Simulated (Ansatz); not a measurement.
# Meshes and cutoff for the phonons of SiC (Moissanite 3C, F-43m)

Wanted: convergence of the phonons of SiC (Moissanite 3C, F-43m) against cost.

Program: Ansatz 0.2.0. Level of theory: DFT LDA, scalar-relativistic, plane waves, PAW; PAW set soft_1. Results are calculated unless marked as measured.

**1. Set-up**

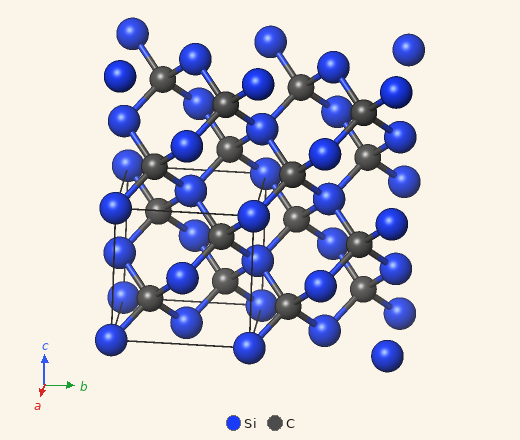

Start, viewed slightly off an axis; silicon blue, carbon dark grey. 1×2×2 cells are drawn. This picture shows the conventional cell, with its axes. Bonds to atoms that aren't drawn are left out. Some periodic images of atoms are drawn too.

**2. Tight relaxation**

Phonons need a cell at rest on their own settings, so the relaxation is repeated with tight tolerances on forces and stress on the k mesh and occupations of the first response run.

File input.yaml:

```yaml
crystal:
  lattice:
    - [0.0, 2.1646624558, 2.1646624558]
    - [2.1646624558, 0.0, 2.1646624558]
    - [2.1646624558, 2.1646624558, 0.0]
  atoms:
    - { symbol: Si, position: [0.0, 0.0, 0.0] }
    - { symbol: C, position: [0.25, 0.25, 0.25] }
kpoints:
  mp_grid: { grid: [12, 12, 12] }
hamiltonian:
  xc: lda
  pseudopotentials: { kind: paw, azcp: { folder: soft_1 }, xc_functional: pbe }
scf:
  occupations: { method: fixed }
output:
  forces: true
  stress: true
  eigenvalues: true
relax:
  adjacent_minimum: "off"
  f_tol: 0.001
  max_steps: 60
  cell: { stress_tol: 0.01 }
```

Command:

```bash
> ansatz run input.yaml --threads 4 --pin off --max-ram 10240MiB --backend cpu --events-out ev --progress --plain --runs-dir out
```

Numbers of over 12 decimals in the logs are rounded to 6 here.

What it wrote:

```text
Engine: ansatz 0.2.0, aarch64-unknown-linux-gnu
Pseudopotentials: kind: paw
Pseudopotential: Si, paw, valence charge 4, recommended cutoff 420 eV (normal), soft_1/Si.paw.azcp
Pseudopotential: C, paw, valence charge 4, recommended cutoff 420 eV (normal), soft_1/C.paw.azcp
Functional definition: SPW92
  exchange = slater_x
  correlation = pw_c
Crystal: 2 atoms, lattice volume = 20.286 Å³
[...]
--- Relaxed structure (3 steps of the walk, 3 accepted, 1 SCFs on fresh bases) ---
  F+E_penalty+E_count = -852.20512847 eV   max|allowed force component| = 5.089e-17 eV/Å   (the final SCF, on the basis selected at the relaxed cell)
  cell:  # Å, volume = 20.2826 Å³
    - [0, 2.164534, 2.164534]
    - [2.164534, 0, 2.164534]
    - [2.164534, 2.164534, 0]
  atoms:
    - { symbol: Si, position: [0, 0, 0] }
    - { symbol: C, position: [0.25, 0.25, 0.25] }
[key lines of the parts left out:]
SCF converged after 4 iterations
Free energy (F): -852.205128 eV
Fermi energy:    9.498478 eV
P = ⅓ Tr σ = -0.0000 GPa (-0.000 kbar)
```

Elapsed: 1.5 s, on 4 threads of Arm Neoverse V2, shared host; peak memory 0.34 GiB.

Little changed from the start: no atom moved by 0.005 Å and no cell edge by 0.1 %.

This step gave:

| Property | Result |
| --- | --- |
| pressure | -4.10e-5 GPa |
| gap on the k-mesh | 1.301 eV |
| volume per atom | 10.14 Å³ |
| direct gap on mesh | 4.537 eV |

The forces vanish by symmetry and the pressure is 0.000 GPa, within the tolerances set. The cell now holds 10.14 Å³/atom.

**3. Phonons on a q mesh**

Stability and thermal properties need the whole zone. Linear response on a 4×4×4 q mesh gives force constants as far as a supercell of that size would, and the tensors from the zone-centre run are typed in so that the long-range dipole term is interpolated apart.

File input.yaml:

```yaml
crystal:
  lattice:
    - [0.0, 2.1645341188, 2.1645341188]
    - [2.1645341188, 0.0, 2.1645341188]
    - [2.1645341188, 2.1645341188, 0.0]
  atoms:
    - { symbol: Si, position: [0.0, 0.0, 0.0] }
    - { symbol: C, position: [0.25, 0.25, 0.25] }
kpoints:
  mp_grid: { grid: [12, 12, 12] }
hamiltonian:
  xc: lda
  pseudopotentials: { kind: paw, azcp: { folder: soft_1 }, xc_functional: pbe }
scf:
  occupations: { method: fixed }
output:
  eigenvalues: true
phonons:
  method: dfpt
  qmesh: [4, 4, 4]
  temperatures: { t_max: 1000, t_step: 50 }
  qpath:
    path:
      - [[0.0, 0.0, 0.0], [-0.5, -0.5, 0.0], [-0.375, -0.375, 0.25]]
      - [[-0.375, 0.0, 0.375], [0.0, 0.0, 0.0], [0.0, 0.0, 0.5], [-0.5, -0.25, 0.25], [-0.5, -0.5, 0.0]]
    npoints: 10
  non_analytic_term:
    high_frequency_dielectric_tensor: [[6.9206, 0.0, 0.0], [0.0, 6.9206, 0.0], [0.0, 0.0, 6.9206]]
    born_effective_charges:
      - { species: Si, tensor: [[2.7312, 0.0, 0.0], [0.0, 2.7312, 0.0], [0.0, 0.0, 2.7312]] }
      - { species: C, tensor: [[-2.7312, 0.0, 0.0], [0.0, -2.7312, 0.0], [0.0, 0.0, -2.7312]] }
    source: "zone-centre run at this cell"
```

What it wrote:

```text
Warning: phonons: the dynamical matrix that this run interpolates holds no multipole term above the dipole-dipole one, and a site of this crystal is no centre of inversion, so its interpolated transverse optical and acoustic branches and sound speeds can stay off near Gamma, and the density of states and the thermodynamics with them. What a run solves at a wave vector of phonons.qpoints, Gamma apart, where the deck admits one, is free of this, and under fd what a larger phonons.supercell samples
[...]
Crystal: 2 atoms, lattice volume = 20.283 Å³
Basis set: ecut = 420 eV, 411 PW (Γ), exchange–correlation on 48×48×48 points (8 copies of the dense FFT grid, shifted against one another)
Bands: 8, of which v1, the nominal top of the filled ones, is band 4 counted from 1 (3 counted from 0)
Symmetry: 24 space group operations
k-points: 72 of 1728 (time reversal used)
[...]
SCF iter   1: F=—  HF=-853.799653 eV  |F-HF|=—  |Δ(HF+E_count)|=         —  Δρ=1.41e-1  dr2=4.89e0  ethr=3.10e-3  ⟨swp⟩=4.5  Hψ=4009  notcnv=0  defer=70
[...]
SCF iter   8: F=-852.205129 eV  HF=-852.205129 eV  |F-HF|=1.25e-12  |Δ(HF+E_count)|=  1.22e-10  Δρ=2.47e-7  dr2=5.03e-12  ethr=1.00e-12  ⟨swp⟩=6.2  Hψ=3866  notcnv=0
SCF 1 converged in 8 iterations: F = -852.205129 eV  dr2 = 5.03e-12
[...]
NSCF: frozen V_eff on 72 k-points
[...]
DFPT response loops at q = (0, 0, 0) (fractional): preconditioner auto → none (the input reference at scf.mixing.eps_inf says where Resta's filter doesn't serve); β = 0.50; Broyden in place of MSR1
[...]
SCF converged after 8 iterations
Free energy (F): -852.205129 eV
[...]
Internal energy: -852.205129 eV  (E = F + TS)
E sigma→0 (E₀):  -852.205129 eV
Fermi energy:    9.498477 eV
[...]
--- Band table (eV; the first three rows and the last of 72) ---
[...]
--- Phonons (Γ-DFPT): 2 representative perturbations + reference (Σ response iterations 6) ---
  ASR residual: 1.404e-4 → 0.000e0 eV/Å²; symmetrization residual: 2.105e-7 eV/Å²
  ASR residual per site (eV/Å²): 2.66e-5 1.40e-4
  Γ frequencies (cm⁻¹): 0.00 0.00 0.00 797.81 797.81 797.81
--- Phonons (arbitrary-q DFPT): 8 irreducible q on the 4×4×4 mesh ---
  q = [0.0000, 0.0000, 0.0000] (star 1, of the zone-centre solve; hermiticity 2.14e-8, symmetrization 3.07e-15): -0.00 0.00 0.00 797.81 797.81 797.81
  q = [0.0000, 0.0000, 0.2500] (star 8, 2 solved perturbations on 936 of 1728 k-point pairs; hermiticity 1.23e-8, symmetrization 4.84e-15): 196.09 196.09 406.24 784.07 784.07 925.22
[...]
q = [0.0000, 0.2500, 0.2500] (star 6, 4 solved perturbations in 1608 linear systems a pass and spin channel, the states on 510 of 1728 k-point pairs; hermiticity 8.36e-9, symmetrization 2.56e-15): 275.32 275.32 402.16 782.36 782.36 928.74
[...]
sum rule: each row above includes the acoustic sum rule's correction from the zone centre's row sums; it moved no ω² by more than (1.78 cm⁻¹)²
  mesh force constants: q→R imaginary residual 1.22e-18; ASR residual 1.404e-4 → 0.000e0 eV/Å²; symmetrization residual 1.421e-14 eV/Å²
  interpolated dispersion: 63 rows × 6 modes
  density of states and harmonic sums: on the 28×28×28 q-mesh, interpolated from the force constants of a 4×4×4 supercell (with the dipole–dipole term of supplied tensors)
  largest difference from the sums on the solved wave vectors: F 6.81e-3 eV, S 1.09e-5 and C_V 3.97e-6 eV/K
  zero-point energy: 0.222393 eV/cell   skipped modes (ω ≤ 0): 3   left out of the sums: 2.28e-5 of the cell's modes: C_V's classical limit lies that fraction below 3 k_B per atom; for a crystal, a wire or a layer, F and S can be off by more, and a phonons.interpolated_qmesh denser along its periods is the remedy for the sampling
```

It took 37 s on 4 threads; peak memory 0.97 GiB; 2.4 min of CPU time.

Numbers from this step:

```yaml
sum_rule_residual_before_enforcement: 1.40e-4 eV/Å²
lowest_frequency_on_the_path: 0 cm⁻¹
point_group: -43m
highest_frequency_on_the_path_or_at_a_solved_wavevector: 973.3 cm⁻¹
mean_frequency: 597.9 cm⁻¹
debye_temperature_second_moment: 1190 K
logarithmic_mean_frequency: 544.8 cm⁻¹
highest_optical_mode_at_the_zone_centre_no_lo_to_term: 797.8 cm⁻¹
lowest_optical_zone_centre_mode: 797.8 cm⁻¹
lowest_mode_on_the_q_mesh_acoustic_modes_at_gamma_apart: 196.1 cm⁻¹
zero_point_energy_per_atom: 111.2 meV
heat_capacity_at_300_k: 13.42 J/(mol atoms K)
vibrational_entropy_at_300_k: 8.448 J/(mol atoms K)
edges_of_the_widest_gap_between_branches_on_path_and_mesh: 635, 744.6 cm⁻¹
```

Frequencies (cm⁻¹) solved at each irreducible wavevector; negative means imaginary. Frequencies by wavevector, by row:

```tsv
q in reciprocal lattice units	star	mode 1	mode 2	mode 3	mode 4	mode 5	mode 6
0 0 0	1	0	0	0	797.8	797.8	797.8
0 0 0.25	8	196.1	196.1	406.2	784.1	784.1	925.2
0 0 -0.5	4	259.5	259.5	616	772.2	772.2	839.5
0 0.25 0.25	6	275.3	275.3	402.2	782.4	782.4	928.7
0 0.25 -0.5	24	327.4	404.5	544.4	768.3	777	862.1
0 0.25 -0.25	12	287.7	398.3	489.2	765.1	788.3	879.9
0 -0.5 -0.5	3	364.9	364.9	635	767.3	767.3	829.6
0.25 -0.5 -0.25	6	401.6	462.5	538.3	744.6	778.5	858.6
```

Interpolated from a 4×4×4 q mesh, with the LO-TO term (at Γ the limit along the path; where Γ stands inside the path, tables give the limit on arrival). The phonon branches at the labelled points (cm⁻¹):

```tsv
point	branch 1	branch 2	branch 3	branch 4	branch 5	branch 6
Γ	0	0	0	798	798	973
X	365	365	635	767	767	830
U	352	446	569	760	762	860
jump to K	352	446	569	760	762	860
Γ	0	0	0	798	798	973
L	260	260	616	772	772	840
W	402	462	538	745	778	859
X	365	365	635	767	767	830
```

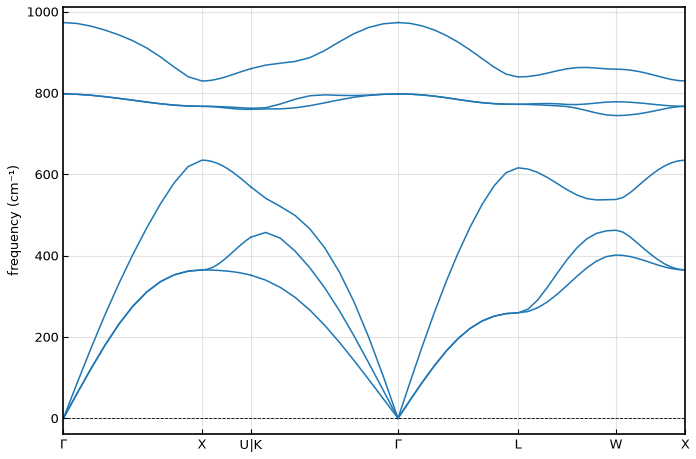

Phonon branches along the path.

Symmetry leaves 8 wavevectors to solve. The lowest mode among them, the acoustic zeros apart, lies at q = (0, 0, 0.25) and is real, 196 cm⁻¹.

**4. Another q mesh, q mesh 2×2×2**

The q mesh is changed to 2×2×2, to see how far the force constants must reach.

input.yaml, as its differences from that of step 3:

```diff
@@ -19,3 +19,3 @@
   method: dfpt
-  qmesh: [4, 4, 4]
+  qmesh: [2, 2, 2]
   temperatures: { t_max: 1000, t_step: 50 }
```

What it wrote:

```text
[...]
Crystal: 2 atoms, lattice volume = 20.283 Å³
Basis set: ecut = 420 eV, 411 PW (Γ), exchange–correlation on 48×48×48 points (8 copies of the dense FFT grid, shifted against one another)
Bands: 8, of which v1, the nominal top of the filled ones, is band 4 counted from 1 (3 counted from 0)
Symmetry: 24 space group operations
k-points: 72 of 1728 (time reversal used)
[...]
SCF iter   1: F=—  HF=-853.799653 eV  |F-HF|=—  |Δ(HF+E_count)|=         —  Δρ=1.41e-1  dr2=4.89e0  ethr=3.10e-3  ⟨swp⟩=4.5  Hψ=4009  notcnv=0  defer=70
[...]
SCF iter   8: F=-852.205129 eV  HF=-852.205129 eV  |F-HF|=1.25e-12  |Δ(HF+E_count)|=  1.22e-10  Δρ=2.47e-7  dr2=5.03e-12  ethr=1.00e-12  ⟨swp⟩=6.2  Hψ=3866  notcnv=0
SCF 1 converged in 8 iterations: F = -852.205129 eV  dr2 = 5.03e-12
[...]
SCF converged after 8 iterations
Free energy (F): -852.205129 eV
[...]
Internal energy: -852.205129 eV  (E = F + TS)
E sigma→0 (E₀):  -852.205129 eV
Fermi energy:    9.498477 eV
[...]
--- Band table (eV; the first three rows and the last of 72) ---
[...]
ASR residual: 1.404e-4 → 0.000e0 eV/Å²; symmetrization residual: 2.105e-7 eV/Å²
  ASR residual per site (eV/Å²): 2.66e-5 1.40e-4
  Γ frequencies (cm⁻¹): 0.00 0.00 0.00 797.81 797.81 797.81
--- Phonons (arbitrary-q DFPT): 3 irreducible q on the 2×2×2 mesh ---
[...]
interpolated dispersion: 63 rows × 6 modes
[...]
```

The job ended after 6.3 s (4 threads; peak memory 0.52 GiB; 23 s of CPU time).

This step gave:

| Item | Value |
| --- | --- |
| mean frequency | 593.9 cm⁻¹ |
| lowest mode on the q mesh (acoustic modes at Γ apart) | 259.5 cm⁻¹ |
| edges of the widest gap between branches, on path and mesh | 635, 767.2 cm⁻¹ |

Frequencies (cm⁻¹) solved at each irreducible wavevector; negative means imaginary. Frequencies by wavevector, by row:

```tsv
q in reciprocal lattice units	star	mode 1	mode 2	mode 3	mode 4	mode 5	mode 6
0 0 0	1	0	0	0	797.8	797.8	797.8
0 0 -0.5	4	259.5	259.5	616	772.2	772.2	839.5
0 -0.5 -0.5	3	364.9	364.9	635	767.3	767.3	829.6
```

Interpolated from a 2×2×2 q mesh, rough between the solved points, with the LO-TO term (at Γ the limit along the path; where Γ stands inside the path, tables give the limit on arrival). Phonon branches along the path, in cm⁻¹:

```tsv
point	branch 1	branch 2	branch 3	branch 4	branch 5	branch 6
Γ	0	0	0	798	798	973
X	365	365	635	767	767	830
U	339	465	575	768	774	815
jump to K	339	465	575	768	774	815
Γ	0	0	0	798	798	973
L	260	260	616	772	772	840
W	392	467	551	768	778	806
X	365	365	635	767	767	830
```

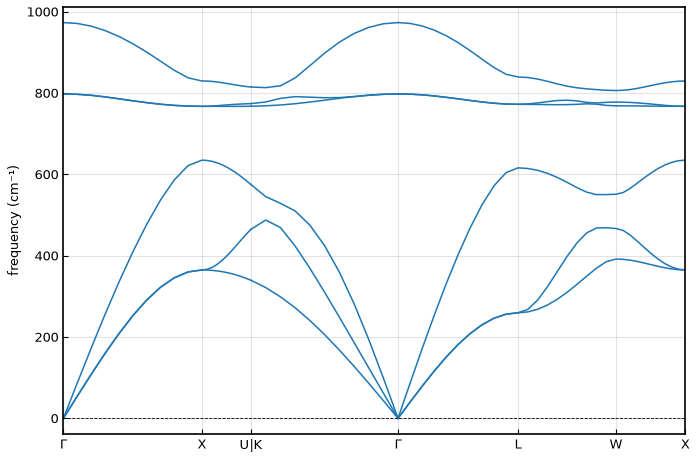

Phonon branches along the path.

The mean frequency is 593.9 cm⁻¹, -4.0 cm⁻¹ against the base run.

On this path the spectrum ends at 973 cm⁻¹ (at Γ). No branch goes imaginary on this path.

**5. Another q mesh, q mesh 3×3×3**

The q mesh is changed to 3×3×3, to see how far the force constants must reach.

input.yaml, as its differences from that of step 4:

```diff
@@ -19,3 +19,3 @@
   method: dfpt
-  qmesh: [2, 2, 2]
+  qmesh: [3, 3, 3]
   temperatures: { t_max: 1000, t_step: 50 }
```

What it wrote:

```text
[...]
Crystal: 2 atoms, lattice volume = 20.283 Å³
Basis set: ecut = 420 eV, 411 PW (Γ), exchange–correlation on 48×48×48 points (8 copies of the dense FFT grid, shifted against one another)
Bands: 8, of which v1, the nominal top of the filled ones, is band 4 counted from 1 (3 counted from 0)
Symmetry: 24 space group operations
k-points: 72 of 1728 (time reversal used)
[...]
E sigma→0 (E₀):  -852.205129 eV
Fermi energy:    9.498477 eV
[...]
--- Band table (eV; the first three rows and the last of 72) ---
[...]
ASR residual: 1.404e-4 → 0.000e0 eV/Å²; symmetrization residual: 2.105e-7 eV/Å²
  ASR residual per site (eV/Å²): 2.66e-5 1.40e-4
  Γ frequencies (cm⁻¹): 0.00 0.00 0.00 797.81 797.81 797.81
--- Phonons (arbitrary-q DFPT): 4 irreducible q on the 3×3×3 mesh ---
[...]
interpolated dispersion: 63 rows × 6 modes
[...]
[key lines of the parts left out:]
SCF converged after 8 iterations
Free energy (F): -852.205129 eV
```

Wall time 17 s (4 threads); peak memory 0.68 GiB.

The mean frequency is 596.9 cm⁻¹, -1.0 cm⁻¹ against the base run.

**6. Another q mesh, q mesh 6×6×6**

The q mesh is changed to 6×6×6, to see how far the force constants must reach.

input.yaml, as its differences from that of step 5:

```diff
@@ -19,3 +19,3 @@
   method: dfpt
-  qmesh: [3, 3, 3]
+  qmesh: [6, 6, 6]
   temperatures: { t_max: 1000, t_step: 50 }
```

What it wrote:

```text
[...]
Crystal: 2 atoms, lattice volume = 20.283 Å³
Basis set: ecut = 420 eV, 411 PW (Γ), exchange–correlation on 48×48×48 points (8 copies of the dense FFT grid, shifted against one another)
Bands: 8, of which v1, the nominal top of the filled ones, is band 4 counted from 1 (3 counted from 0)
Symmetry: 24 space group operations
k-points: 72 of 1728 (time reversal used)
[...]
E sigma→0 (E₀):  -852.205129 eV
Fermi energy:    9.498477 eV
[...]
--- Band table (eV; the first three rows and the last of 72) ---
[...]
ASR residual: 1.404e-4 → 0.000e0 eV/Å²; symmetrization residual: 2.105e-7 eV/Å²
  ASR residual per site (eV/Å²): 2.66e-5 1.40e-4
  Γ frequencies (cm⁻¹): 0.00 0.00 0.00 797.81 797.81 797.81
--- Phonons (arbitrary-q DFPT): 16 irreducible q on the 6×6×6 mesh ---
[...]
interpolated dispersion: 63 rows × 6 modes
[...]
[key lines of the parts left out:]
SCF converged after 8 iterations
Free energy (F): -852.205129 eV
```

It took 1.9 min on 4 threads; peak memory 0.96 GiB; 7.3 min of CPU time.

The mean frequency is 598.1 cm⁻¹, +0.2 cm⁻¹ against the base run.

**7. Comparing the runs**

Times are for 4 threads of Arm Neoverse V2, shared host. The runs compared:

```tsv
no.	q mesh	k-mesh	mean frequency (cm⁻¹)	lowest frequency on the path (cm⁻¹)	time	memory (GiB)
1	2×2×2	12×12×12	593.9	0	6.3 s	0.52
2	3×3×3	12×12×12	596.9	0	17 s	0.68
3	6×6×6	12×12×12	598.1	0	1.9 min	0.96
```

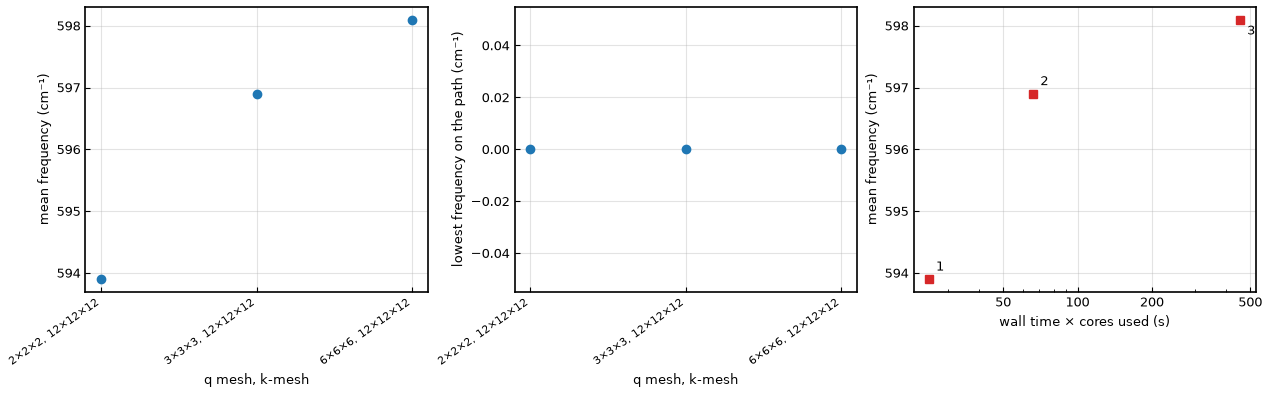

The series as plots; the last panel sets the first result against cost, with the runs numbered as in the table.

The phonon density of states has structure finer than the step of the table below, so its rows give means over 50 cm⁻¹, whole bins alone (the curve runs from 5 to 975 cm⁻¹). Peaks (cm⁻¹: height): 2×2×2, 12×12×12 565.0: 0.0118, 775.0: 0.0972, 815.0: 0.0206; 3×3×3, 12×12×12 365.0: 0.0130, 555.0: 0.0144, 775.0: 0.0843, 855.0: 0.0432; 6×6×6, 12×12×12 355.0: 0.0133, 545.0: 0.0123, 775.0: 0.0774, 865.0: 0.0242.

The runs together. Table of phonon density of states by wavenumber; means over each step; values in 1/cm⁻¹/cell:

```tsv
wavenumber (cm⁻¹)	2×2×2, 12×12×12	3×3×3, 12×12×12	6×6×6, 12×12×12
50	1.5e-4	1.3e-4	9.9e-5
100	6.1e-4	5.3e-4	4.1e-4
150	0.00148	0.00127	0.00102
200	0.00306	0.00261	0.00229
250	0.00684	0.00576	0.00579
300	0.00984	0.00976	0.00947
350	0.0102	0.0118	0.0122
400	0.00606	0.00766	0.00776
450	0.00575	0.00492	0.00575
500	0.00315	0.00322	0.00378
550	0.00866	0.00954	0.00893
600	0.00407	0.00283	0.00241
650	9.6e-5	1.4e-5	7.6e-5
700	0	0	0
750	0.0137	0.0199	0.0200
800	0.0325	0.0201	0.0200
850	0.00829	0.0134	0.0121
900	0.00381	0.00490	0.00570
950	0.00176	0.00168	0.00219
```

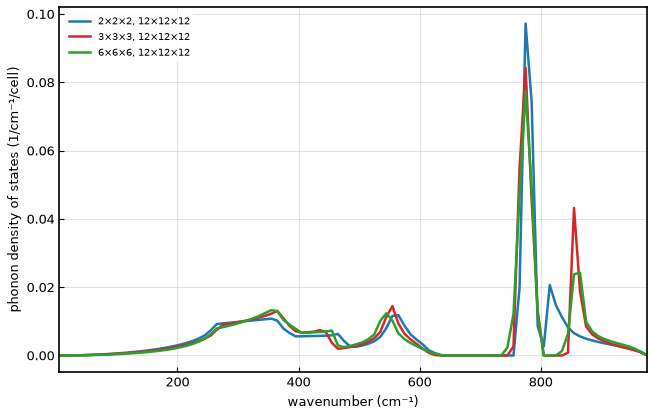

Phonon density of states against wavenumber.

The runs together, line C_V. Table of C_V by temperature; values in J/mol-atom/K:

```tsv
temperature (K)	2×2×2, 12×12×12	3×3×3, 12×12×12	6×6×6, 12×12×12
0	0	0	0
50	0.326	0.286	0.248
100	2.39	2.28	2.2
150	5.28	5.20	5.14
200	8.28	8.22	8.18
250	11.1	11.0	11.0
300	13.5	13.4	13.4
350	15.5	15.4	15.4
400	17.0	17.0	17.0
450	18.3	18.3	18.3
500	19.3	19.3	19.3
550	20.1	20.1	20.1
600	20.8	20.8	20.7
650	21.3	21.3	21.3
700	21.8	21.7	21.7
750	22.1	22.1	22.1
800	22.4	22.4	22.4
850	22.7	22.7	22.7
900	22.9	22.9	22.9
950	23.1	23.1	23.1
1000	23.3	23.3	23.3
```

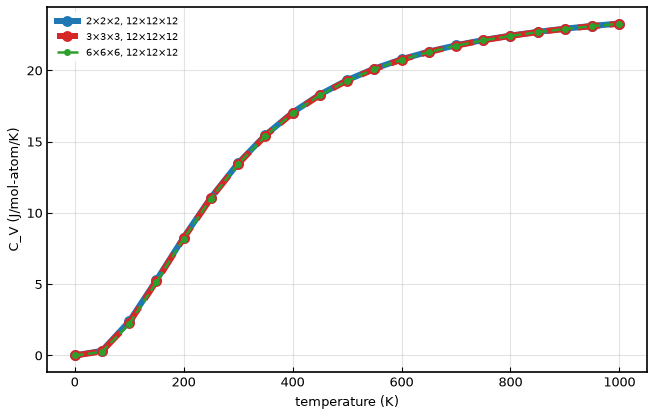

C_V, plotted against temperature.

(Part 1 of 3 ends here.)

[Logs are printed without paths, hosts, clocks, repeated set-up lines and the standing remarks that a program may print on its own settings, such as how far it seeks lower states.]

[Hosts, paths, dates, database ids (printed as entryN), source tags and the programs' standing remarks are cut or masked in the printed files.]
